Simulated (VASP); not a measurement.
MoS₂: geometry relaxation (part 2 of 3)

Continued. System: MoS₂ (6 atoms in the cell). Method: Kohn-Sham DFT of a periodic cell, PBE with D3(BJ), VASP PAW PBE potentials, recommended, no spin polarisation (VASP 6.6.1); cutoff 600 eV, 12×12×3 k-mesh, Gaussian smearing of 0.03 eV. The structure derives from an entry of the Crystallography Open Database.

Geometry of the input (Å; fractional positions):
```
3.1690  0.0000  0.0000
-1.5845  2.7444  0.0000
0.0000  0.0000  12.3240
Mo 0.3333  0.6667  0.2500
Mo 0.6667  0.3333  0.7500
S  0.3333  0.6667  0.6230
S  0.6667  0.3333  0.1230
S  0.3333  0.6667  0.8770
S  0.6667  0.3333  0.3770
```

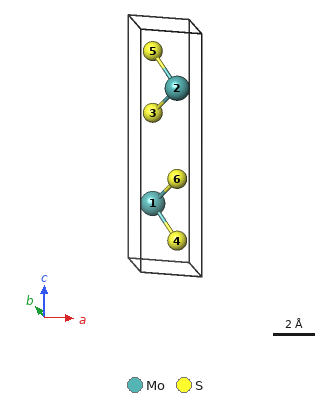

*The starting structure (ball-and-stick view of the cell of the calculation, seen slightly off an axis; atoms are numbered from 1 in the order of the input).*

Parts of OUTCAR, continued:
```
Automatic generation of k-mesh.
 Grid dimensions read from file:
 generate k-points for:   12   12    3

 Generating k-lattice:

  Cartesian coordinates                     Fractional coordinates (reciprocal lattice)
     0.026296413  0.015182241  0.000000000     0.083333333  0.000000000  0.000000000
     0.000000000  0.030364482  0.000000000     0.000000000  0.083333333  0.000000000
     0.000000000  0.000000000  0.027047495     0.000000000  0.000000000  0.333333333

  Length of vectors
     0.030364482  0.030364482  0.027047495

  Shift w.r.t. Gamma in fractional coordinates (k-lattice)
     0.000000000  0.000000000  0.000000000

 Subroutine IBZKPT returns following result:
 ===========================================

 Found     38 irreducible k-points:

 Following reciprocal coordinates:
            Coordinates               Weight
  0.000000  0.000000  0.000000      1.000000
  0.083333  0.000000  0.000000      6.000000
  0.166667 -0.000000  0.000000      6.000000
  0.250000 -0.000000  0.000000      6.000000
  0.333333 -0.000000  0.000000      6.000000
  0.416667 -0.000000  0.000000      6.000000
  0.500000 -0.000000  0.000000      3.000000
  0.083333  0.083333  0.000000      6.000000
  0.166667  0.083333  0.000000     12.000000
  0.250000  0.083333  0.000000     12.000000
  0.333333  0.083333  0.000000     12.000000
  0.416667  0.083333  0.000000     12.000000
  0.166667  0.166667  0.000000      6.000000
  0.250000  0.166667  0.000000     12.000000
  0.333333  0.166667  0.000000     12.000000
  0.416667  0.166667  0.000000      6.000000
  0.250000  0.250000  0.000000      6.000000
  0.333333  0.250000  0.000000     12.000000
  0.333333  0.333333  0.000000      2.000000
  0.000000  0.000000  0.333333      2.000000
  0.083333  0.000000  0.333333     12.000000
  0.166667 -0.000000  0.333333     12.000000
  0.250000 -0.000000  0.333333     12.000000
  0.333333 -0.000000  0.333333     12.000000
 [... further k-points ...]
   k-points           NKPTS =     38   k-points in BZ     NKDIM =     38   number of bands    NBANDS=     31
   number of dos      NEDOS =    301   number of ions     NIONS =      6
   total plane-waves  NPLWV =  76832
   dimension x,y,z NGX =    28 NGY =   28 NGZ =   98
   dimension x,y,z NGXF=    56 NGYF=   56 NGZF=  196
   ions per type =               2   4
   NGX,Y,Z   is equivalent  to a cutoff of  14.69, 14.69, 13.22 a.u.
   NGXF,Y,Z  is equivalent  to a cutoff of  29.38, 29.38, 26.44 a.u.
 SYSTEM =  MoS2
   PREC   = accura    normal or accurate (medium, high low for compatibility)
   ISTART =      0    job   : 0-new  1-cont  2-samecut
   ICHARG =      2    charge: 1-file 2-atom 10-const
   ISPIN  =      1    spin polarized calculation?
   LNONCOLLINEAR =      F non collinear calculations
   LSORBIT =      F    spin-orbit coupling
   LASPH  =      T    aspherical Exc in radial PAW
   ENCUT  =  600.0 eV  44.10 Ry    6.64 a.u.   6.33  6.33 24.61*2*pi/ulx,y,z
   NELM   =     80;   NELMIN=  2; NELMDL= -5     # of ELM steps
   EDIFF  = 0.1E-05   stopping-criterion for ELM
   LREAL  =      F    real-space projection
   EDIFFG = -.1E-01   stopping-criterion for IOM
   NSW    =     90    number of steps for IOM
   IBRION =      2    ionic relax: 0-MD 1-quasi-New 2-CG
   NFREE  =      1    steps in history (QN), initial steepest desc. (CG)
   ISIF   =      3    stress and relaxation
   ISYM   =      2    0-nonsym 1-usesym 2-fastsym
   POTIM  = 0.5000    time-step for ionic-motion
   TEBEG  =    0.0;   TEEND  =   0.0 temperature during run
   PSTRESS=    0.0 pullay stress
   NELECT =      52.0000    total number of electrons
   NUPDOWN=      -1.0000    fix difference up-down
   EMIN   =  10.00;   EMAX   =-10.00  energy-range for DOS
   EFERMI =   0.00;   METHOD = LEGACY
   ISMEAR =     0;   SIGMA  =   0.03  broadening in eV -4-tet -1-fermi 0-gaus
   EFERMI_NEDOS =   21; number of points for ismear=-14 and -15
   IALGO  =     38    algorithm
   IMIX   =      4    mixing-type and parameters
     AMIX     =   0.40;   BMIX     =  1.00
     AMIX_MAG =   1.60;   BMIX_MAG =  1.00
  volume/ion in A,a.u.               =      17.86       120.55
  Fermi-wavevector in a.u.,A,eV,Ry     =   1.286373  2.430893 22.514325  1.654756
  Thomas-Fermi vector in A             =   2.418452
   LORBIT       =      0    0 simple, 1 ext, 2 COOP (PROOUT), +10 PAW based schemes
   GGA     = PE    functional components
   LHFCALC =     F    Hartree Fock is set to
   AEXX    =    0.0000 exact exchange contribution
   IVDW    =    12    specifies the selected vdW correction
   LEPSILON=     F    determine dielectric tensor
   LRPA    =     F    only Hartree local field effects (RPA)
 conjugate gradient relaxation of ions
 non-spin polarized calculation
 Gauss-broadening in eV      SIGMA  =   0.03
  energy-cutoff  :      600.00
  volume of cell :      107.18
 maximum number of plane-waves:      3603
 NGX is ok and might be reduce to    28
   NGX = 13   NGY = 13   NGZ = 49

--------------------------------------- Ionic step        1  -------------------------------------------

 number of electron      52.0000000 magnetization

 Free energy of the ion-electron system (eV)
  ---------------------------------------------------
  ext. energy  EPLUGINS =         0.00000000
  ---------------------------------------------------
  free energy    TOTEN  =       -43.61556826 eV

  energy without entropy =      -43.61556826  energy(sigma->0) =      -43.61556826

------------------------ aborting loop because EDIFF is reached ----------------------------------------

 Edisp (eV)   -2.54058

 E8    (eV) :    -1.0246

  FORCE on cell =-STRESS in cart. coord.  units (eV):
  Direction    XX          YY          ZZ          XY          YZ          ZX
  --------------------------------------------------------------------------------------
  -------------------------------------------------------------------------------------
  Total      -1.45382    -1.45382    -1.20836     0.00000    -0.00000     0.00000
  in kB     -21.73180   -21.73180   -18.06261     0.00000    -0.00000     0.00000
  external pressure =      -20.51 kB  Pullay stress =        0.00 kB

 VOLUME and BASIS-vectors are now :
 -----------------------------------------------------------------------------
  energy-cutoff  :      600.00
  volume of cell :      107.18
      direct lattice vectors                 reciprocal lattice vectors
     3.169000000  0.000000000  0.000000000     0.315556958  0.182186895  0.000000000
    -1.584500000  2.744434505  0.000000000     0.000000000  0.364373789  0.000000000
     0.000000000  0.000000000 12.324000000     0.000000000  0.000000000  0.081142486

 POSITION                                       TOTAL-FORCE (eV/Angst)
 -----------------------------------------------------------------------------------
     -0.00000      1.82962      3.08100         0.000000      0.000000     -0.000000
      1.58450      0.91481      9.24300        -0.000000      0.000000     -0.000000
     -0.00000      1.82962      7.67785         0.000000     -0.000000      0.075331
      1.58450      0.91481      1.51585         0.000000     -0.000000      0.075331
     -0.00000      1.82962     10.80815         0.000000     -0.000000     -0.075331
      1.58450      0.91481      4.64615        -0.000000     -0.000000     -0.075331
 -----------------------------------------------------------------------------------
    total drift:                               -0.000000      0.000000     -0.000000

  FREE ENERGIE OF THE ION-ELECTRON SYSTEM (eV)
  ---------------------------------------------------
  free  energy   TOTEN  =       -46.1561502701 eV

  energy  without entropy=      -46.1561502701  energy(sigma->0) =      -46.15615027

--------------------------------------- Ionic step        2  -------------------------------------------

 number of electron      52.0000001 magnetization

------------------------ aborting loop because EDIFF is reached ----------------------------------------

 Edisp (eV)   -2.62883

 E8    (eV) :    -1.0601

  FORCE on cell =-STRESS in cart. coord.  units (eV):
  Direction    XX          YY          ZZ          XY          YZ          ZX
  --------------------------------------------------------------------------------------
  -------------------------------------------------------------------------------------
  Total       2.03217     2.03217     2.67717     0.00000     0.00000     0.00000
  in kB      31.40484    31.40484    41.37257     0.00000     0.00000     0.00000
  external pressure =       34.73 kB  Pullay stress =        0.00 kB

 VOLUME and BASIS-vectors are now :
 -----------------------------------------------------------------------------
  energy-cutoff  :      600.00
  volume of cell :      103.67
      direct lattice vectors                 reciprocal lattice vectors
     3.131956319  0.000000000  0.000000000     0.319289255  0.184341737  0.000000000
    -1.565978160  2.712353736  0.000000000    -0.000000000  0.368683475  0.000000000
     0.000000000 -0.000000000 12.204262981    -0.000000000 -0.000000000  0.081938582

 POSITION                                       TOTAL-FORCE (eV/Angst)
 -----------------------------------------------------------------------------------
     -0.00000      1.80824      3.05107        -0.000000     -0.000000      0.000000
      1.56598      0.90412      9.15320         0.000000     -0.000000      0.000000
     -0.00000      1.80824      7.60685        -0.000000      0.000000     -0.526033
      1.56598      0.90412      1.50472         0.000000      0.000000     -0.526033
     -0.00000      1.80824     10.69954         0.000000     -0.000000      0.526033
      1.56598      0.90412      4.59741         0.000000     -0.000000      0.526033
 -----------------------------------------------------------------------------------
    total drift:                               -0.000000      0.000000     -0.000000

  FREE ENERGIE OF THE ION-ELECTRON SYSTEM (eV)
  ---------------------------------------------------
  free  energy   TOTEN  =       -46.1398067677 eV

  energy  without entropy=      -46.1398067677  energy(sigma->0) =      -46.13980677

--------------------------------------- Ionic step        3  -------------------------------------------

 number of electron      52.0000000 magnetization

------------------------ aborting loop because EDIFF is reached ----------------------------------------

 Edisp (eV)   -2.57320

 E8    (eV) :    -1.0377

  FORCE on cell =-STRESS in cart. coord.  units (eV):
  Direction    XX          YY          ZZ          XY          YZ          ZX
  --------------------------------------------------------------------------------------
  -------------------------------------------------------------------------------------
  Total      -0.19163    -0.19163     0.19844     0.00000     0.00000     0.00000
  in kB      -2.90031    -2.90031     3.00342     0.00000     0.00000     0.00000
  external pressure =       -0.93 kB  Pullay stress =        0.00 kB

 VOLUME and BASIS-vectors are now :
 -----------------------------------------------------------------------------
  energy-cutoff  :      600.00
  volume of cell :      105.86
      direct lattice vectors                 reciprocal lattice vectors
     3.155111020  0.000000000  0.000000000     0.316946058  0.182988892  0.000000000
    -1.577555510  2.732406295  0.000000000    -0.000000000  0.365977784  0.000000000
     0.000000000 -0.000000000 12.279106377    -0.000000000 -0.000000000  0.081439151

 POSITION                                       TOTAL-FORCE (eV/Angst)
 -----------------------------------------------------------------------------------
     -0.00000      1.82160      3.06978        -0.000000     -0.000000     -0.000000
      1.57756      0.91080      9.20933         0.000000      0.000000     -0.000000
     -0.00000      1.82160      7.65122         0.000000      0.000000     -0.141653
      1.57756      0.91080      1.51167        -0.000000      0.000000     -0.141653
     -0.00000      1.82160     10.76744         0.000000     -0.000000      0.141653
      1.57756      0.91080      4.62789        -0.000000     -0.000000      0.141653
 -----------------------------------------------------------------------------------
    total drift:                               -0.000000      0.000000     -0.000000

  FREE ENERGIE OF THE ION-ELECTRON SYSTEM (eV)
  ---------------------------------------------------
  free  energy   TOTEN  =       -46.1649997678 eV

  energy  without entropy=      -46.1649997678  energy(sigma->0) =      -46.16499977

[... ionic steps 4 to 8 ...]

--------------------------------------- Ionic step        9  -------------------------------------------

 number of electron      51.9999995 magnetization

------------------------ aborting loop because EDIFF is reached ----------------------------------------

 Edisp (eV)   -2.62828

 E8    (eV) :    -1.0598

  FORCE on cell =-STRESS in cart. coord.  units (eV):
  Direction    XX          YY          ZZ          XY          YZ          ZX
  --------------------------------------------------------------------------------------
  -------------------------------------------------------------------------------------
  Total       0.12070     0.12070     0.17051     0.00000     0.00000     0.00000
  in kB       1.86447     1.86447     2.63389     0.00000     0.00000     0.00000
  external pressure =        2.12 kB  Pullay stress =        0.00 kB

 VOLUME and BASIS-vectors are now :
 -----------------------------------------------------------------------------
  energy-cutoff  :      600.00
  volume of cell :      103.72
      direct lattice vectors                 reciprocal lattice vectors
     3.147728613  0.000000000 -0.000000000     0.317689395  0.183418058 -0.000000000
    -1.573864306  2.726012943 -0.000000000    -0.000000000  0.366836116 -0.000000000
     0.000000000  0.000000000 12.087778094     0.000000000  0.000000000  0.082728190

 POSITION                                       TOTAL-FORCE (eV/Angst)
 -----------------------------------------------------------------------------------
     -0.00000      1.81734      3.02194        -0.000000      0.000000      0.000000
      1.57386      0.90867      9.06583         0.000000     -0.000000      0.000000
     -0.00000      1.81734      7.50184        -0.000000     -0.000000     -0.031323
      1.57386      0.90867      1.45795        -0.000000     -0.000000     -0.031323
     -0.00000      1.81734     10.62982         0.000000      0.000000      0.031323
      1.57386      0.90867      4.58594         0.000000      0.000000      0.031323
 -----------------------------------------------------------------------------------
    total drift:                               -0.000000      0.000000     -0.000000

  FREE ENERGIE OF THE ION-ELECTRON SYSTEM (eV)
  ---------------------------------------------------
  free  energy   TOTEN  =       -46.1729812084 eV

  energy  without entropy=      -46.1729812084  energy(sigma->0) =      -46.17298121

--------------------------------------- Ionic step       10  -------------------------------------------

 number of electron      51.9999994 magnetization

------------------------ aborting loop because EDIFF is reached ----------------------------------------

 Edisp (eV)   -2.61721

 E8    (eV) :    -1.0553

  FORCE on cell =-STRESS in cart. coord.  units (eV):
  Direction    XX          YY          ZZ          XY          YZ          ZX
  --------------------------------------------------------------------------------------
  -------------------------------------------------------------------------------------
  Total      -0.58373    -0.58373    -0.82612     0.00000     0.00000     0.00000
  in kB      -8.97941    -8.97941   -12.70805     0.00000     0.00000     0.00000
  external pressure =      -10.22 kB  Pullay stress =        0.00 kB
```
